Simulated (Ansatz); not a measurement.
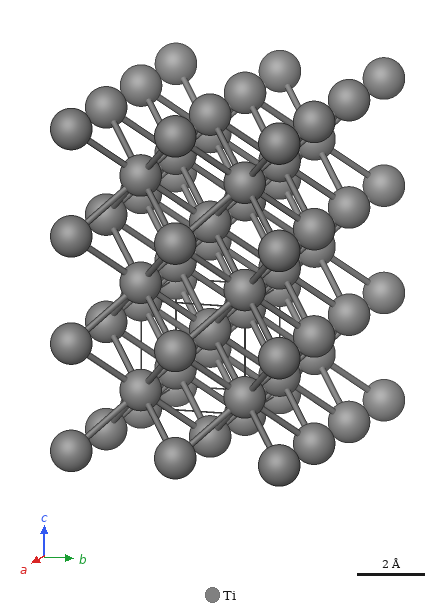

Reference structure: a symmetric starting cell of Ti. The picture is a ball-and-stick view of the conventional cell (2 times the calculation's cell), repeated 3 × 2 × 3 with one cell outlined, seen slightly off an axis. Lengths and directions refer to the drawn axes.

All numbers below come from Ansatz, DFT PBE, scalar-relativistic, plane waves, PAW. Set-up: plane-wave cutoff 420 eV; k-point mesh 15 × 15 × 15; occupations gaussian; smearing width 0.1 eV; no spin polarisation.

Now this is done to it. The cell is strained by −5.3 % along [1 1 1] and +6.7 % across it (volume +7.8 %), the atoms keeping their fractional coordinates. No relaxation follows. The starting cell wasn't computed here and needn't be at equilibrium, so pressure and forces aren't due to the change alone.

What is the effect?

The pressure is −8.9 GPa (not all of it need come from the change, since the unchanged cell can be under pressure at this level too). The principal stresses (compression positive) are −7.8 GPa along [1 1 1] and −9.5 GPa across it. All forces vanish by symmetry. Some distances before and after: Ti–Ti 2.842 → 2.692 to 2.997 Å. The space group (tolerance 0.01 Å) goes from Im-3m (No. 229) to R-3m (No. 166).

Drawn alike, the variant:

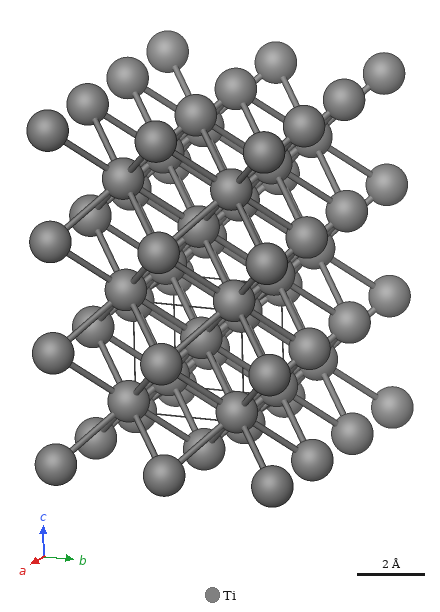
